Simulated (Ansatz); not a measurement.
**Ti: one crystal by all-electron and frozen-core methods**

Aim: solve Ti at one geometry with all-electron LAPW, PAW with frozen cores and all-electron PAW on datasets made for the crystal, and see where they agree.

Computed with Ansatz 0.2.0 (DFT LDA, scalar-relativistic, unless a step's input says otherwise).

1 further run of the same task is left out (for a known fault of the program).

### 1 Starting point

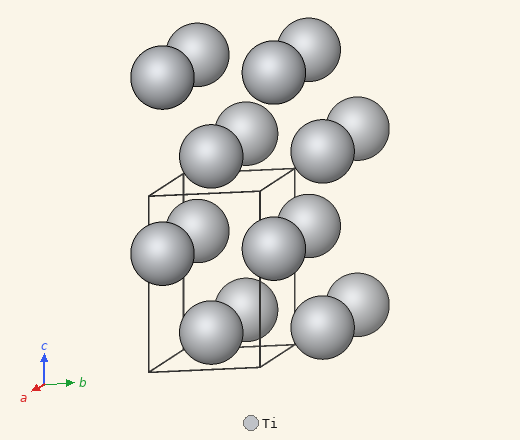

Start, viewed slightly off an axis; titanium light grey. 2×2×2 cells are drawn.

Coordinates:

```
Ti
1.0
     2.93573    0.00000    0.00000
    -1.46787    2.54242    0.00000
     0.00000    0.00000    4.64086
Ti
2
Direct
  0.33333 0.66667 0.25000
  0.66667 0.33333 0.75000
```

Structure from a Materials Project entry, not relaxed further.

Atoms are numbered in the order of the input: Ti1, Ti2.

### 2 All-electron LAPW

Contents of input.yaml:

```yaml
crystal:
  lattice:
    - [2.9357319231, 0.0, 0.0]
    - [-1.4678659615, 2.5424184241, 0.0]
    - [0.0, 0.0, 4.64085615]
  atoms:
    - { symbol: Ti, position: [0.3333333333, 0.6666666667, 0.25] }
    - { symbol: Ti, position: [0.6666666667, 0.3333333333, 0.75] }
kpoints:
  mp_grid: { grid: [13, 13, 7] }
  band_path:
    path:
      - [0.0, 0.0, 0.0]
      - [0.5, 0.0, 0.0]
      - [0.3333333333, 0.3333333333, 0.0]
      - [0.0, 0.0, 0.0]
      - [0.0, 0.0, 0.5]
      - [0.5, 0.0, 0.5]
      - [0.3333333333, 0.3333333333, 0.5]
      - [0.0, 0.0, 0.5]
      - [0.5, 0.0, 0.5]
    npoints: 14
scf:
  occupations: { method: fermi_dirac, width: 0.05 }
hamiltonian:
  xc: lda
  pseudopotentials: { kind: all_electron, lapw: { basis_error: 0.00025 } }
output:
  forces: true
  stress: true
  eigenvalues: true
  fatbands: true
  populations: true
  dos: { projected: true, de: 0.2, e_range: [-14, 8] }
```

Started as:

```sh
$ ansatz run input.yaml --threads 1 --pin off --max-ram 2048MiB --backend cpu --events-out ev --progress --plain --runs-dir out
```

Standard output:

```text
Ti: projections on atomic orbitals take those of the free atom 1s2 2s2 2p6 3s2 3p6 3d2 4s2, of charge +0.00 (hamiltonian.pseudopotentials.projection_atoms)
LAPW: plane waves up to 8.229 Å⁻¹, error target 2.5e-4 eV per atom; small_component_spin mean_spin; Ti in spheres of 1.437 Å, 12 of its electrons in bands, Dirac shells []
Engine: ansatz 0.2.0
Pseudopotentials: kind: all_electron
Pseudopotential: Ti, LAPW, valence charge 12, Koelling and Harmon's equation, gaussian nucleus
Functional definition: SPW92
  exchange = slater_x
  correlation = pw_c
Crystal: 2 atoms, lattice volume = 34.639 Å³
Basis set: ecut = 258.0241545925177 eV, 313 PW (Γ), exchange–correlation at level 2
Bands: 16, of which v1, the nominal top of the filled ones, is band 12 counted from 1 (11 counted from 0)
Symmetry: 24 space group operations
Space group: P63/mmc (ITA 194), of the structure as read, at distance tolerance 3.3e-5 Å
k-points: 84 of 1183
Non-local potential: Ti, projectors of the file, none
Initial density: superposition of atomic densities (chi_scale 0.1, normalization cell)
Initial wavefunctions: plane waves of lowest kinetic energy (no species holds an atomic orbital)
Functional: x = slater, c = lda
iter 1 solved again at ethr=6.48e-4 eV; its pass at ethr=1.00e-1 eV (dr2=1.55e-1 eV) is discarded
SCF iter   1: F=—  HF=-46368.427519 eV  |F-HF|=—  |Δ(HF+E_count)|=         —  Δρ=2.47e-2  dr2=1.57e-1  ethr=6.48e-4  ⟨swp⟩=2.7  Hψ=9592  notcnv=0
preconditioner: auto → none  [metal: Δε(μ)=0.006 eV  Ē_g=3.090 eV  σ=0.050 eV  W_gap=0.03  n_scr=8 (ndim 8)  ℏωp=17.8 eV  f_vac=0.000  D(μ)=1.77/eV (n_scr^D=22)  sad-step TF]
SCF iter   2: F=—  HF=-46368.099981 eV  |F-HF|=—  |Δ(HF+E_count)|=   3.28e-1  Δρ=8.83e-3  dr2=2.83e-2  ethr=6.48e-4  ⟨swp⟩=3.0  Hψ=5001  notcnv=0
SCF iter   3: F=—  HF=-46368.074409 eV  |F-HF|=—  |Δ(HF+E_count)|=   2.56e-2  Δρ=5.66e-3  dr2=9.90e-3  ethr=1.18e-4  ⟨swp⟩=2.5  Hψ=4585  notcnv=0
iter 4 solved again at ethr=4.26e-7 eV; its pass at ethr=4.12e-5 eV (dr2=1.02e-4 eV) is discarded
SCF iter   4: F=—  HF=-46368.072310 eV  |F-HF|=—  |Δ(HF+E_count)|=         —  Δρ=5.93e-4  dr2=1.02e-4  ethr=4.26e-7  ⟨swp⟩=2.1  Hψ=7028  notcnv=0
the basis was enlarged: its passes take 690.5 KiB over the memory plan, 1 of 1 planned eigensolver slots
SCF iter   5: F=—  HF=-46368.072303 eV  |F-HF|=—  |Δ(HF+E_count)|=   7.01e-6  Δρ=7.50e-5  dr2=1.59e-6  ethr=4.26e-7  ⟨swp⟩=2.0  Hψ=4266  notcnv=0
SCF iter   6: F=-46368.072302 eV  HF=-46368.072302 eV  |F-HF|=1.38e-8  |Δ(HF+E_count)|=   1.37e-6  Δρ=6.18e-6  dr2=1.18e-8  ethr=6.62e-9  ⟨swp⟩=2.8  Hψ=4386  notcnv=0
SCF 1 converged in 6 iterations: F = -46368.072302 eV  dr2 = 1.18e-8
NSCF: frozen V_eff on 113 k-points
SCF converged after 6 iterations
Free energy (F): -46368.072302 eV
Harris-Foulkes:  -46368.072302 eV  (|F-HF|=1.38e-8)
Internal energy: -46368.053206 eV  (E = F + TS)
E sigma→0 (E₀):  -46368.062754 eV
Entropy (-TS):   -0.019096 eV (-9.548 meV/atom)
Fermi energy:    13.531578 eV
--- Per-component energies (eV) ---
  E_band       = -305.532617
  E_kinetic    = 46784.995143
  E_xc         = -2194.886045
  E_electrostatic = -90958.162304  (all electrons and nuclei)
  E_smearing   = -0.019096  (= −TS)
  E_closure    = 0.000000  (closes the sum)
  E_atoms      = -46353.114199  (free atoms, spherical and without spin; not in F)
  Σ components = -46368.072302   (vs F -46368.072302, Δ=0.00e0)
  Basis errors (estimates in eV, not in F): energy 3.0e-5 per atom: plane waves 2.0e-5 (1.0e-5 summed), levels above the bands 3.0e-16, relativity 2.6e-9, radial functions 9.6e-6, core shells 3.0e-8; eigenvalues (radial functions only) 2.5e-7; not estimated: angular momenta, meshes, grids; target (lapw.basis_error) 2.5e-4; muffin-tin radii Ti 1.437 Å
--- Forces (eV/Å), atoms counted from 1 ---
  atom   1  Ti     0.00000000     0.00000000     0.00000000
  atom   2  Ti     0.00000000    -0.00000000    -0.00000000
  max |Σ_I F_I| component: 7.40e-17 eV/Å
--- Stress (GPa, compression-positive) ---
       -8.099934       0.000000       0.000000
        0.000000      -8.099934       0.000000
        0.000000       0.000000      -8.035221
  P = ⅓ Tr σ = -8.0784 GPa (-80.784 kbar)
--- Band table (eV; the first three rows and the last of 84) ---
  k-point 0: bands = ["-42.7022", "-42.5545", "-19.6276", "-18.9610", "-18.9610", "-18.8840", "-18.8546", "-18.8546", "7.4026", "10.8451", "14.2738", "14.2738", "14.4138", "14.4212", "14.7787", "14.7787"]
  k-point 1: bands = ["-42.6950", "-42.5619", "-19.5922", "-18.9558", "-18.9558", "-18.9224", "-18.8599", "-18.8599", "7.5759", "10.7641", "14.1230", "14.1936", "14.1936", "14.3191", "14.6844", "14.6844"]
  k-point 2: bands = ["-42.6747", "-42.5826", "-19.4923", "-19.0289", "-18.9411", "-18.9411", "-18.8747", "-18.8747", "8.0747", "10.4125", "13.6572", "14.0670", "14.1026", "14.1026", "14.4697", "14.4697"]
  k-point 83: bands = ["-42.5451", "-42.5420", "-19.4373", "-19.4304", "-19.2556", "-19.2045", "-18.9960", "-18.9852", "12.0423", "12.0951", "12.5553", "12.6751", "13.3054", "13.4106", "15.0387", "15.3689"]
--- Löwdin populations: 2 sites ---
  site symbol       q [e]
     0     Ti     21.8846
     1     Ti     21.8846
  spilling = 0.005247 (of n_electrons = 44.000000)
```

It took 26 s on 1 thread of AMD EPYC 7R43 (Zen 3), shared host; peak memory 0.4 GiB.

Result: pressure -8.08 GPa; no gap.

At the corners of the path (eV, zero at the Fermi level):

```csv
point,band 9,band 10,band 11,band 12,band 13,band 14,band 15
Γ,-6.13,-2.69,0.74,0.74,0.88,0.89,1.25
M,-2.33,-2.18,-1.86,-0.57,0.43,0.62,1.18
K,-1.72,-1.38,-1.38,-1.27,0.21,0.21,1.49
Γ,-6.13,-2.69,0.74,0.74,0.88,0.89,1.25
A,-4.27,-4.27,0.09,0.09,0.64,0.64,0.64
L,-2.55,-2.55,-0.82,-0.82,1.39,1.39,1.70
H,-1.24,-1.24,-1.11,-1.11,-0.19,-0.19,1.65
A,-4.27,-4.27,0.09,0.09,0.64,0.64,0.64
L,-2.55,-2.55,-0.82,-0.82,1.39,1.39,1.70
```

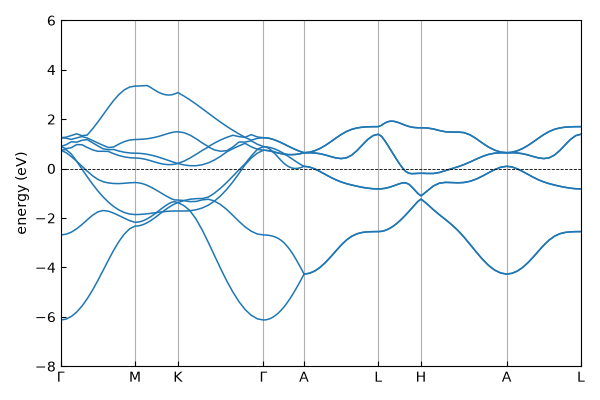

Bands along the path, counted from its Fermi level.

States per cell in windows of 1 eV (zero at the Fermi level; grid of 0.20 eV, so sharp peaks spill over the borders):

```csv
from,to,total,Ti 3d,Ti 4s
-7,-6,0.00,0.00,0.00
-6,-5,0.12,0.00,0.11
-5,-4,0.29,0.02,0.25
-4,-3,0.50,0.10,0.38
-3,-2,1.56,0.97,0.55
-2,-1,2.47,2.17,0.23
-1,0,2.85,2.55,0.14
0,1,3.93,3.58,0.15
1,2,3.01,2.78,0.09
2,3,1.07,1.05,0.01
```

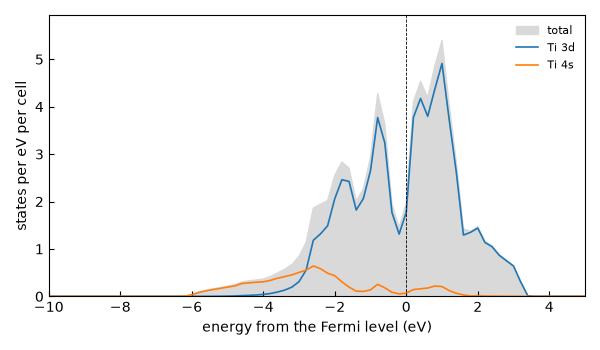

Density of states, total and projected.

### 3 PAW with frozen cores

Changes to input.yaml since step 2:

```diff
@@ -26,3 +26,3 @@
   xc: lda
-  pseudopotentials: { kind: all_electron, lapw: { basis_error: 0.00025 } }
+  pseudopotentials: { kind: paw }
 output:
@@ -31,4 +31,9 @@
   eigenvalues: true
-  fatbands: true
+  efg: { contact_densities: true }
   populations: true
+  bader: true
   dos: { projected: true, de: 0.2, e_range: [-14, 8] }
+  write_density: true
+  write_potential: true
+  elf: true
+  volumetric_format: npy
```

Started as:

```sh
$ ansatz run input.yaml --threads 1 --pin off --max-ram 2048MiB --backend cpu --events-out ev --progress --plain --runs-dir out
```

Standard output:

```text
[... 1 set-up line as earlier in the session ...]
Pseudopotentials: kind: paw
Pseudopotential: Ti, paw, valence charge 12, recommended cutoff 420 eV (normal)
[... 3 set-up lines as earlier in the session ...]
Crystal: 2 atoms, lattice volume = 34.639 Å³
Basis set: ecut = 420 eV, 687 PW (Γ)
Bands: 16, of which v1, the nominal top of the filled ones, is band 12 counted from 1 (11 counted from 0)
[... 2 set-up lines as earlier in the session ...]
k-points: 84 of 1183
Non-local potential: Ti, projectors of the file, l = 0: 3, l = 1: 2, l = 2: 3, l = 3: 1
PAW form: soft (Blöchl's): semilocal exchange-correlation on the pseudo side does not see the compensation charge
PAW frozen core: Ti, regenerated for the run's functional, and the local potential with it (the file was generated under x = pbe(κ = 0.804, μ = 0.2195149727645171), c = pbe(β = 0.06672455060314922))
PAW one-centre angular grid: Ti, 590 points (default); XC on 64 Gauss nodes
Initial density: superposition of atomic densities (neutral atoms: chi_scale 0, normalization atom), corrected by the library's trained network
Initial wavefunctions: pseudopotential atomic-orbital guess
[... 1 set-up line as earlier in the session ...]
SCF iter   1: F=—  HF=-4900.547179 eV  |F-HF|=—  |Δ(HF+E_count)|=         —  Δρ=6.68e-3  dr2=6.69e-3  ethr=1.77e-3  ⟨swp⟩=4.2  Hψ=5459  notcnv=0
preconditioner: auto → none  [metal: Δε(μ)=0.011 eV  Ē_g=2.811 eV  σ=0.050 eV  W_gap=0.06  n_scr=8 (ndim 8)  ℏωp=17.8 eV  f_vac=0.000  D(μ)=2.24/eV (n_scr^D=22)  sad-step TF]
SCF iter   2: F=—  HF=-4900.545476 eV  |F-HF|=—  |Δ(HF+E_count)|=   1.70e-3  Δρ=3.17e-3  dr2=1.36e-3  ethr=2.79e-5  ⟨swp⟩=2.4  Hψ=2465  notcnv=0
SCF iter   3: F=—  HF=-4900.545441 eV  |F-HF|=—  |Δ(HF+E_count)|=   3.50e-5  Δρ=4.65e-4  dr2=2.73e-5  ethr=5.66e-6  ⟨swp⟩=2.6  Hψ=2094  notcnv=0
SCF iter   4: F=—  HF=-4900.545449 eV  |F-HF|=—  |Δ(HF+E_count)|=   7.46e-6  Δρ=7.03e-5  dr2=1.53e-6  ethr=1.14e-7  ⟨swp⟩=2.3  Hψ=1889  notcnv=0
iter 5 did not close the SCF: its close was put off for the readings that it lacked (scf_convergence_deferred on its scf_iter line)
SCF iter   5: F=-4900.545448 eV  HF=-4900.545448 eV  |F-HF|=1.54e-8  |Δ(HF+E_count)|=   4.46e-7  Δρ=7.03e-6  dr2=1.17e-8  ethr=6.36e-9  ⟨swp⟩=3.0  Hψ=2611  notcnv=0
SCF iter   6: F=-4900.545448 eV  HF=-4900.545448 eV  |F-HF|=5.28e-11  |Δ(HF+E_count)|=   1.71e-8  Δρ=6.66e-7  dr2=8.93e-11  ethr=4.89e-11  ⟨swp⟩=4.1  Hψ=6412  notcnv=0
SCF 1 converged in 6 iterations: F = -4900.545448 eV  dr2 = 8.93e-11
NSCF: frozen V_eff on 113 k-points
SCF converged after 6 iterations
Free energy (F): -4900.545448 eV
Harris-Foulkes:  -4900.545448 eV  (|F-HF|=5.28e-11)
Internal energy: -4900.526338 eV  (E = F + TS)
E sigma→0 (E₀):  -4900.535893 eV
Entropy (-TS):   -0.019110 eV (-9.555 meV/atom)
Fermi energy:    13.113282 eV
--- Per-component energies (eV) ---
  E_band       = -315.694167
  E_kinetic    = 544.229595
  E_local      = -1630.660913  (includes V_loc(G=0)·N_el)
  E_nonlocal   = 24.089023
  E_hartree    = 666.297404
  E_xc         = -192.947427
  E_vxc        = -242.786608  (∫ρ·V_xc dr)
  E_paw        = -1997.859510  (= ΣΔE_a)
  E_vpaw       = -343.160166  (= ΣTr[D̂ρ^β])
  E_aug_tail   = 0.000188  (compensation charges beyond the density's cutoff)
  E_ewald      = -2314.326599
  E_core_change = 0.651901  (= ΣΔE_core)
  E_smearing   = -0.019110  (= −TS)
  E_closure    = -0.000000  (closes the sum)
  Σ components = -4900.545448   (vs F -4900.545448, Δ=0.00e0)
--- Forces (eV/Å), atoms counted from 1 ---
  atom   1  Ti    -0.00000000     0.00000000     0.00000000
  atom   2  Ti     0.00000000    -0.00000000    -0.00000000
  max |Σ_I F_I| component: 3.70e-17 eV/Å
--- Stress (GPa, compression-positive) ---
       -8.109839       0.000000       0.000000
        0.000000      -8.109839       0.000000
        0.000000       0.000000      -8.044610
  P = ⅓ Tr σ = -8.0881 GPa (-80.881 kbar)
--- PAW observables at the nuclei: V_zz in 10²¹ V/m², potentials from the cell's mean, atoms counted from 1 ---
  atom   1  Ti V_zz =    +2.018889   η = 0.0000   by run symmetry: allowed
            electrostatic potential = -2531.085801 V   contact ρ = 56426.247172 e/Å³
  atom   2  Ti V_zz =    +2.018889   η = 0.0000   by run symmetry: allowed
            electrostatic potential = -2531.085801 V   contact ρ = 56426.247172 e/Å³
--- Band table (eV; the first three rows and the last of 84) ---
  k-point 0: bands = ["-43.1312", "-42.9838", "-20.0531", "-19.3862", "-19.3862", "-19.3108", "-19.2799", "-19.2799", "6.9842", "10.4284", "13.8555", "13.8555", "13.9947", "14.0011", "14.3601", "14.3601"]
  k-point 1: bands = ["-43.1240", "-42.9912", "-20.0177", "-19.3809", "-19.3809", "-19.3491", "-19.2852", "-19.2852", "7.1575", "10.3473", "13.7032", "13.7753", "13.7753", "13.9000", "14.2659", "14.2659"]
  k-point 2: bands = ["-43.1038", "-43.0119", "-19.9180", "-19.4555", "-19.3663", "-19.3663", "-19.3000", "-19.3000", "7.6564", "9.9950", "13.2381", "13.6482", "13.6842", "13.6842", "14.0513", "14.0513"]
  k-point 83: bands = ["-42.9745", "-42.9714", "-19.8623", "-19.8554", "-19.6803", "-19.6293", "-19.4219", "-19.4112", "11.6252", "11.6777", "12.1378", "12.2576", "12.8871", "12.9923", "14.6199", "14.9498"]
--- Löwdin populations: 2 sites ---
  site symbol       q [e]
     0     Ti     11.8751
     1     Ti     11.8751
  spilling = 0.010408 (of n_electrons = 24.000000)
--- Bader charges: 2 sites ---
  site symbol  charge [e]  shift [e]
     0     Ti      0.0000     0.0000
     1     Ti      0.0000     0.0000
  estimated error of the sums over rays = 2.3e-4 e
```

Wall time 13 s (1 thread of AMD EPYC 7R43 (Zen 3), shared host); peak memory 0.42 GiB.

Result: pressure -8.09 GPa; no gap; Vzz Ti1 2.02 (η = 0.00) (10²¹ V/m²).

```
atom  Bader charge (e)  basin volume (Å³)
 Ti1             +0.00              17.32
```

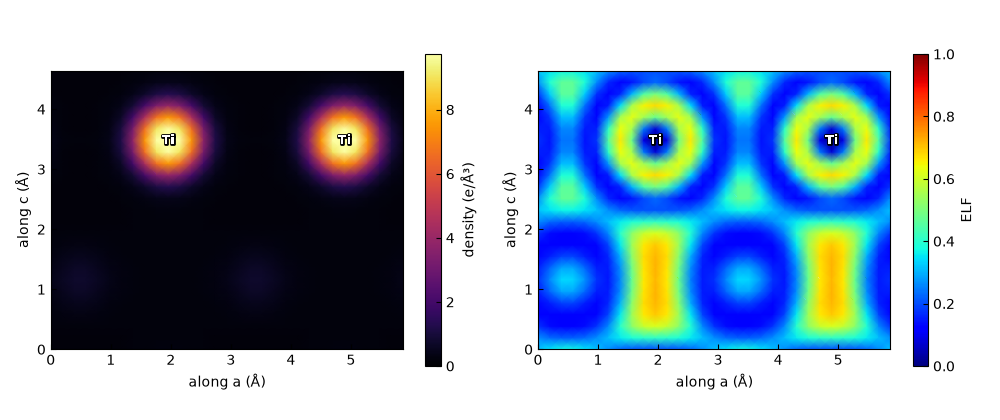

Density (left) and ELF (right) in a lattice plane of the grid's cell (edges 2.94 and 4.64 Å, at 0.333 of the third edge), which holds Ti. Only atoms in the plane are labelled. Both are smooth fields of the valence electrons: close to the nuclei they are not physical.

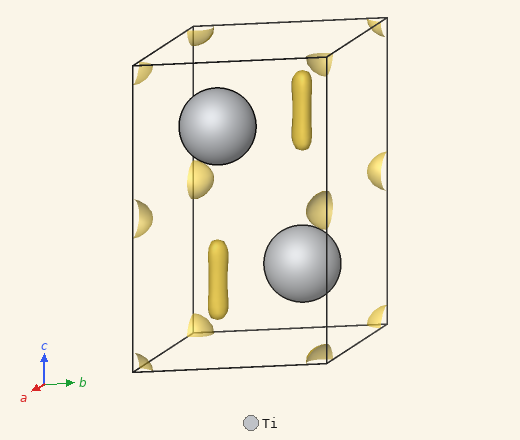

Surface of ELF = 0.69, drawn in one cell.

Maxima of ELF outside the ion cores: 0.75 between the atoms, 2.1 Å from Ti.

(Part 1 of 2 ends here.)
